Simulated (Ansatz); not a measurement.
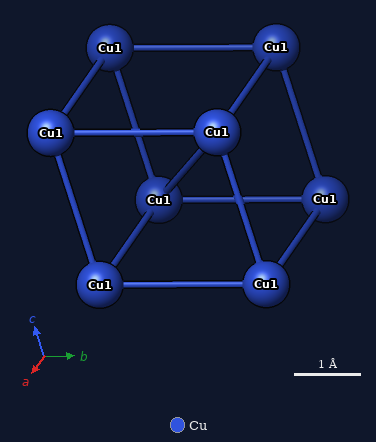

Fig. 1: The structure as given in the input (ball-and-stick view of the cell of the calculation, seen at an oblique angle; atoms are numbered from 1 in the order of the input).

# Mending a single-point calculation on Cu

System: Cu (C2/m, 1 atom in the cell).
Method of the first run: DFT, PBE, plane waves, PAW (Ansatz 0.2.0).

The structure derives from a Materials Project entry. Text and figures count atoms from 1; the logs count them from 0 in places.

Input, the first run:
```yaml
crystal:
  lattice:
    - [-1.4393168801, 1.4755302431, 1.3408240156]
    - [1.5117436061, -1.4755302431, 1.4182893534]
    - [1.4393168801, 1.4755302431, -1.3408240156]
  atoms:
    - { symbol: Cu, position: [0.0, 0.0, 0.0] }
basis:
  ecutwfc: 30
kpoints:
  mp_grid: { grid: [30, 30, 30] }
hamiltonian:
  xc: pbe
scf:
  occupations: { method: gaussian, width: 0.15 }
  max_iter: 80
output:
  forces: true
  eigenvalues: true
  stress: true
```

Command:
```bash
ansatz run input.yaml --threads 1 --pin off --max-ram 2560MiB --backend cpu --events-out ev --progress --plain --runs-dir out
```

Hardware: 1 thread of Intel Xeon (Sapphire Rapids), 64 GiB of memory available, shared host.

Output (the first run):
```
Error: inconsistent input (basis.ecutwfc, kpoints): the smallest per-k basis holds n_pw = 1 plane waves (k-point 0, counted from 0 among those solved) but the deck needs at least 11 band(s) per channel, and no run solves more bands than the smallest per-k basis has plane waves; raise basis.ecutwfc until the smallest per-k basis, which caps the automatic band count, holds at least 11 plane waves
```

What should be changed in this input?

The input was spoiled on purpose: a cutoff far too low (`basis.ecutwfc`). The plane-wave basis is far from complete, so energies, forces and above all the stress are wrong. The program refused the input: “inconsistent input (basis.ecutwfc, kpoints): the smallest per-k basis holds n_pw = 1 plane waves (k-point 0, counted from 0 among those solved) but the deck needs at least 11 band(s) per channel, and no run solves more bands than the smallest per-k basis has plane waves …”

A run of the same system that converges differs from this input as follows (lines with − go, lines with + come):
```diff
-  ecutwfc: 30
+  ecutwfc: 420
-  max_iter: 80
```

Output, shortened to warnings, some set-up lines, iterations and results (the second run):
```
Basis set: ecut = 420 eV, 229 PW (Γ), exchange–correlation on 36×36×36 points (8 copies of the dense FFT grid, shifted against one another)
Symmetry: 4 space group operations
k-points: 6992 of 27000
Initial density: superposition of atomic densities (neutral atoms: chi_scale 0, normalization atom), corrected by the library's trained network
[...]
SCF iter   1: F=—  HF=-6625.131022 eV  |F-HF|=—  |Δ(HF+E_count)|=         —  Δρ=8.29e-4  dr2=1.72e-5  ethr=1.77e-3  ⟨swp⟩=5.1  Hψ=484331  notcnv=0
SCF iter   2: F=—  HF=-6625.131144 eV  |F-HF|=—  |Δ(HF+E_count)|=   1.22e-4  Δρ=4.33e-4  dr2=5.35e-6  ethr=9.07e-8  ⟨swp⟩=3.1  Hψ=247288  notcnv=0
SCF iter   3: F=—  HF=-6625.131159 eV  |F-HF|=—  |Δ(HF+E_count)|=   1.44e-5  Δρ=1.75e-4  dr2=1.33e-6  ethr=2.82e-8  ⟨swp⟩=2.0  Hψ=133786  notcnv=0
SCF iter   4: F=-6625.131159 eV  HF=-6625.131159 eV  |F-HF|=4.99e-8  |Δ(HF+E_count)|=   5.36e-7  Δρ=2.38e-5  dr2=1.43e-8  ethr=7.01e-9  ⟨swp⟩=2.0  Hψ=133652  notcnv=0
SCF iter   5: F=-6625.131159 eV  HF=-6625.131159 eV  |F-HF|=8.06e-10  |Δ(HF+E_count)|=   5.07e-8  Δρ=3.82e-6  dr2=4.77e-10  ethr=7.54e-11  ⟨swp⟩=2.1  Hψ=134625  notcnv=0
SCF iter   6: F=-6625.131159 eV  HF=-6625.131159 eV  |F-HF|=9.09e-13  |Δ(HF+E_count)|=  8.77e-10  Δρ=3.88e-7  dr2=5.47e-12  ethr=2.51e-12  ⟨swp⟩=2.6  Hψ=321662  notcnv=0
SCF 1 converged in 6 iterations: F = -6625.131159 eV  dr2 = 5.47e-12
SCF converged after 6 iterations
Free energy (F): -6625.131159 eV
Harris-Foulkes:  -6625.131159 eV  (|F-HF|=9.09e-13)
Internal energy: -6625.127618 eV  (E = F + TS)
E sigma→0 (E₀):  -6625.129388 eV
Entropy (-TS):   -0.003541 eV (-3.541 meV/atom)
Fermi energy:    16.422238 eV
--- Per-component energies (eV) ---
  E_band       = -365.165843
  E_kinetic    = 299.799986
  E_local      = -4082.692145  (includes V_loc(G=0)·N_el)
  E_nonlocal   = 390.164906
  E_hartree    = 1797.683857
  E_xc         = -89.435309
  E_vxc        = -115.406356  (∫ρ·V_xc dr)
  E_paw        = -1663.181873  (= ΣΔE_a)
  E_vpaw       = -452.400068  (= ΣTr[D̂ρ^β])
  E_aug_tail   = 0.000302  (compensation charges beyond the density's cutoff)
  E_ewald      = -3277.467342
  E_smearing   = -0.003541  (= −TS)
  E_closure    = -0.000000  (closes the sum)
  Σ components = -6625.131159   (vs F -6625.131159, Δ=0.00e0)
--- Forces (eV/Å), atoms counted from 1 ---
  atom   1  Cu     0.00000000    -0.00000000     0.00000000
  max |Σ_I F_I| component: 6.16e-33 eV/Å
--- Stress (GPa, compression-positive) ---
        0.323383       0.000000      -4.570039
        0.000000       0.711419       0.000000
       -4.570039       0.000000       0.247003
  P = ⅓ Tr σ = 0.4273 GPa (4.273 kbar)
```

The two runs side by side:

| quantity | the first run | the second run |
| --- | --- | --- |
| outcome | refused | converged |
| free energy per atom (eV) | – | −6625.1312 |
| gap on the mesh (eV) | – | 0.00 |
| pressure (GPa) | – | 0.43 |
| volume per atom (Å³) | – | 12.01 |
| largest force (eV/Å) | – | 0.000 |
| SCF iterations | – | 6 |
| irreducible k-points | – | 6992 |
| plane waves at Γ | – | 229 |
